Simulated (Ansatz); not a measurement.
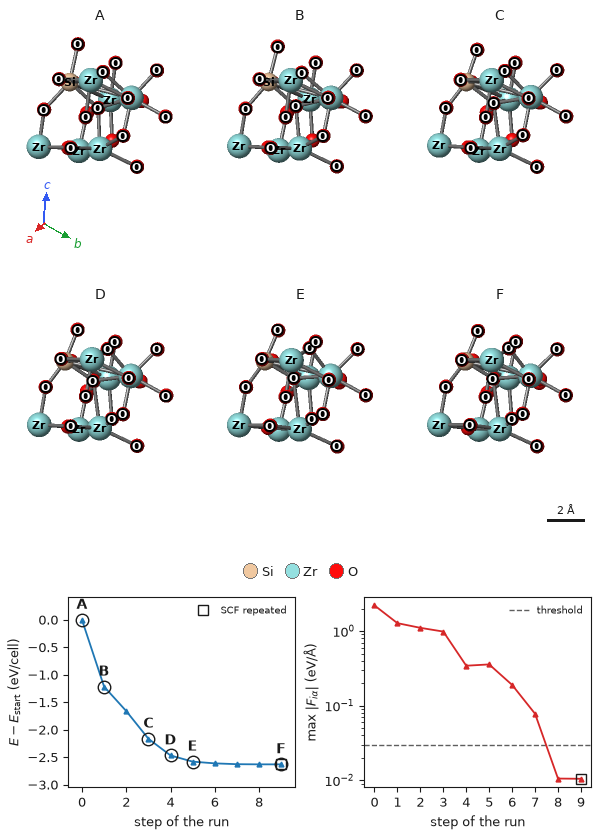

Frames of a relaxation of a defect cell of composition Zr₁₅SiO₃₂, marked on the history of the run. A ball-and-stick model of the atoms within 4.2 Å of the atom that moves most (axes of the cell of the calculation (origin shifted)), seen slightly off an axis.

Method: DFT, PBE, plane-wave PAW, default files, scalar-relativistic (Ansatz 0.2.0). Set-up: plane-wave cutoff 420 eV; k-point mesh 3 × 3 × 3; occupations fermi dirac; smearing width 0.01 eV; no spin polarisation; atoms relaxed in a fixed cell; force threshold 0.03 eV/Å; at most 40 steps.

### Describe the path.

Over 8 accepted moves (9 points after the start) the energy falls by 2.628 eV per cell of the calculation. The largest force component goes from 2.2 to 0.01 eV/Å. 1 step only repeated the SCF at the same geometry. The atom that moves furthest is an O atom (0.55 Å along [1 −2 2]). By element the largest moves are O 0.55 Å, Si 0.25 Å, Zr 0.13 Å. The cell stays as it was. Near-neighbour distances that change, for instance: O–Si 2.267 → 2.908 Å, O–Zr 2.236 → 2.780 Å, O–Si 2.054 → 1.724 Å, O–Si 2.173 → 1.846 Å. Bond angles that change, for instance: Si–O–Zr 108.1° → 127.2°, Zr–O–Zr 104.0° → 88.8°, Zr–O–Zr 100.3° → 87.4°. From step 0 to 1: an O atom moves most (0.16 Å), energy −1.215 eV per cell of the calculation. From step 1 to 3: an O atom moves most (0.27 Å), energy −0.946 eV per cell of the calculation. From step 3 to 4: an O atom moves most (0.20 Å), energy −0.305 eV per cell of the calculation. From step 4 to 5: O atoms move most (0.20 Å), energy −0.112 eV per cell of the calculation. From step 5 to 9: O atoms move most (0.05 Å), energy −49.4 meV per cell of the calculation.
